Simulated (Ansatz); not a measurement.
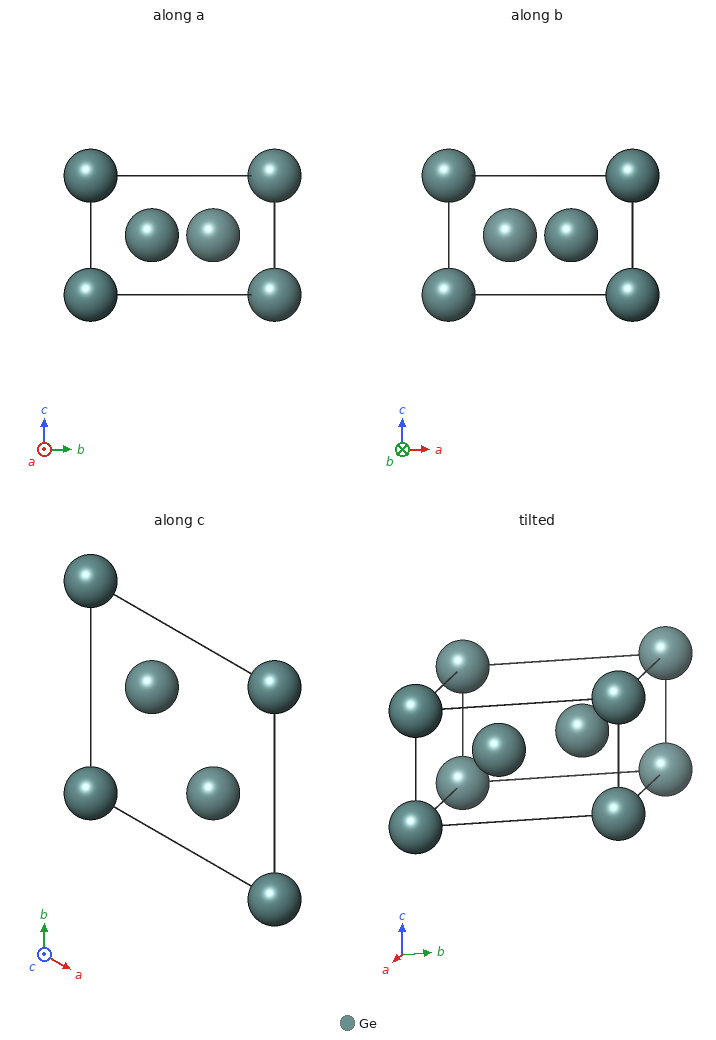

Spheres-only representation of a periodic structure, projected along the a axis, along the b axis, along the c axis and slightly off an axis. One conventional unit cell is framed, with atoms on its boundary repeated.

Lattice parameters: a = 4.744 Å, b = 4.744 Å, c = 2.661 Å, α = 90.00°, β = 90.00°, γ = 120.00°.

### Set out the cell and atoms as a table of Wyckoff sites.

Space group P6/mmm (No. 191).
| atom | site | x | y | z |
| --- | --- | --- | --- | --- |
| Ge | 1a | 0.0000 | 0.0000 | 0.0000 |
| Ge | 2d | 0.3333 | 0.6667 | 0.5000 |

The model was built from a structure type filled with this element by a generator (whether the element takes this form wasn't checked). Earlier steps of the study may have refined or changed the cell and positions. A calculation with Ansatz used it as input.

At this level of theory the cell isn't at rest (compressed, at 7 GPa), so its distances can differ from those at equilibrium, the more so the softer the solid.
